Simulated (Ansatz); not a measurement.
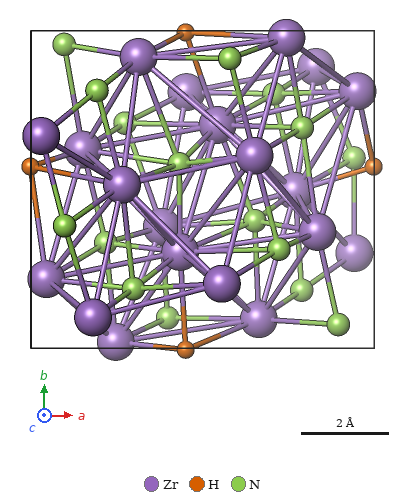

Starting frame of a dynamics run of a 38-atom cell of Zr$_{10}$HN$_{8}$. It starts from the last geometry of an earlier run, with fresh velocities. Style: ball-and-stick. Shown: the simulation cell, along the c axis. Bonds to atoms that aren't drawn are left out.

Method: DFT PBEsol, scalar-relativistic, plane waves, PAW (Ansatz 0.2.0).

Input
```yaml
accuracy: low
crystal:
  lattice:
    - [-6.69779, -5.634654, 0.0]
    - [4.739747, -5.634654, 0.0]
    - [2.774018, 2.341046, 7.967326]
  atoms:
    - { symbol: Zr, position: [0.02984936, 0.66841774, 0.92451139] }
    - { symbol: Zr, position: [0.65114913, 0.60634968, 0.84552226] }
    - { symbol: Zr, position: [0.38125047, 0.3822387, 0.19480604] }
    - { symbol: Zr, position: [0.94219562, 0.29981507, 0.07454491] }
    - { symbol: Zr, position: [0.15121146, 0.62556282, 0.33954801] }
    - { symbol: Zr, position: [0.76985038, 0.49546086, 0.25568569] }
    - { symbol: Zr, position: [0.95119737, 0.809971, 0.54216558] }
    - { symbol: Zr, position: [0.04481132, 0.21748717, 0.44823729] }
    - { symbol: Zr, position: [0.26500885, 0.51486793, 0.77417521] }
    - { symbol: Zr, position: [0.83428425, 0.36643218, 0.66578655] }
    - { symbol: H, position: [-0.00181757, 0.57221786, 0.43868537] }
    - { symbol: "N", position: [0.72218205, 0.31202618, 0.8188353] }
    - { symbol: "N", position: [0.09782004, 0.38543407, 0.93149689] }
    - { symbol: "N", position: [0.27397278, 0.70914889, 0.1715137] }
    - { symbol: "N", position: [0.94094402, 0.5995949, 0.11772394] }
    - { symbol: "N", position: [0.09668941, 0.95701628, 0.40059313] }
    - { symbol: "N", position: [0.21769304, 0.3319096, 0.30899675] }
    - { symbol: "N", position: [0.89527358, 0.07455904, 0.63317557] }
    - { symbol: "N", position: [0.79039911, 0.69488507, 0.67770011] }
    - { symbol: Zr, position: [0.55608839, 0.20302556, 0.95890865] }
    - { symbol: Zr, position: [0.18076631, 0.09676413, 0.86684125] }
    - { symbol: Zr, position: [0.83033906, 0.88627201, 0.12523326] }
    - { symbol: Zr, position: [0.45318753, 0.80686639, 0.0622196] }
    - { symbol: Zr, position: [0.66361966, 0.09158999, 0.3508252] }
    - { symbol: Zr, position: [0.24724741, 1.01966182, 0.24969464] }
    - { symbol: Zr, position: [0.4345886, 0.30322212, 0.52267481] }
    - { symbol: Zr, position: [0.54347821, 0.70346057, 0.41785471] }
    - { symbol: Zr, position: [0.74407538, -0.02187573, 0.75622068] }
    - { symbol: Zr, position: [0.3136032, 0.91762697, 0.62539959] }
    - { symbol: H, position: [0.45063101, -0.0050145, 0.46669566] }
    - { symbol: "N", position: [0.19221922, 0.81190241, 0.79571149] }
    - { symbol: "N", position: [0.57925787, 0.91303832, 0.89851002] }
    - { symbol: "N", position: [0.78868379, 0.18268297, 0.20010711] }
    - { symbol: "N", position: [0.39801419, 0.09580341, 0.07991115] }
    - { symbol: "N", position: [0.65192211, 0.40155568, 0.41675304] }
    - { symbol: "N", position: [0.70763549, 0.80146579, 0.28782673] }
    - { symbol: "N", position: [0.43198148, 0.58086993, 0.58756437] }
    - { symbol: "N", position: [0.29843704, 0.1874466, 0.67481954] }
basis:
  ecutwfc: 420.0
kpoints:
  mp_grid: { grid: [1, 1, 1] }
hamiltonian:
  xc: pbesol
scf:
  occupations: { method: fermi_dirac, width: 0.05 }
  lower_state_search: "off"
md:
  timestep: 0.5
  n_steps: 400
  ensemble: nvt_langevin
  temperature: 2400.0
  initial_velocities: maxwell_boltzmann
  seed: 971651
  friction: 0.005
```

Command:
```bash
ansatz run input.yaml --threads 2 --pin off --max-ram 5120MiB --backend cpu --events-out ev --progress --plain --runs-dir out
```

Question: Predict how the run goes.

Answer: The mean temperature in the second half is 2181 K (standard deviation 236 K). The potential energy in the second half lies on average 63.6 meV per atom above the first frame. In the second half of the run the atoms are, in the root-mean-square, this far from where they began (common drift taken out): H 0.71 Å, N 0.41 Å, Zr 0.37 Å. Against the typical shortest distance between atoms in the first frame, about 2.1 Å these are wide excursions, but the first-neighbour bonds of the start all hold: the network flexes, or its layers or units shift against each other, without breaking.

Along the run (each row but the first and the last is the mean over the interval that it begins):

| time (fs) | potential energy (meV/atom) | T (K) |
| --- | --- | --- |
| 0.0 | 0.0 | 2337 |
| 20.0 | 57.5 | 2096 |
| 40.0 | 86.8 | 2013 |
| 60.0 | 53.7 | 2176 |
| 80.0 | 50.6 | 2163 |
| 100.0 | 41.0 | 2186 |
| 120.0 | 73.6 | 2148 |
| 140.0 | 56.2 | 2254 |
| 160.0 | 92.9 | 1973 |
| 180.0 | 54.4 | 2340 |
| 200.0 | 55.3 | 2288 |

The paths of the atoms:

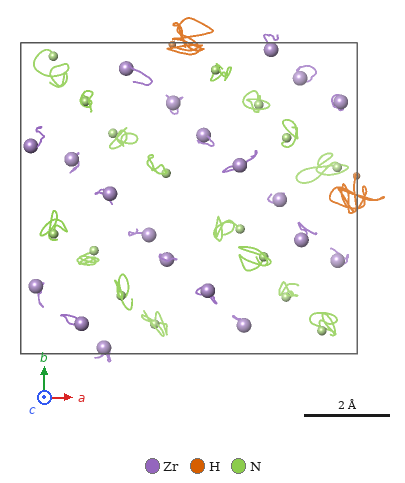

Limits of the set-up: the program's low-accuracy preset was used.

The run took 23 min on 2 threads of Arm Neoverse V1, with other jobs on the host, peak memory 0.66 GiB.
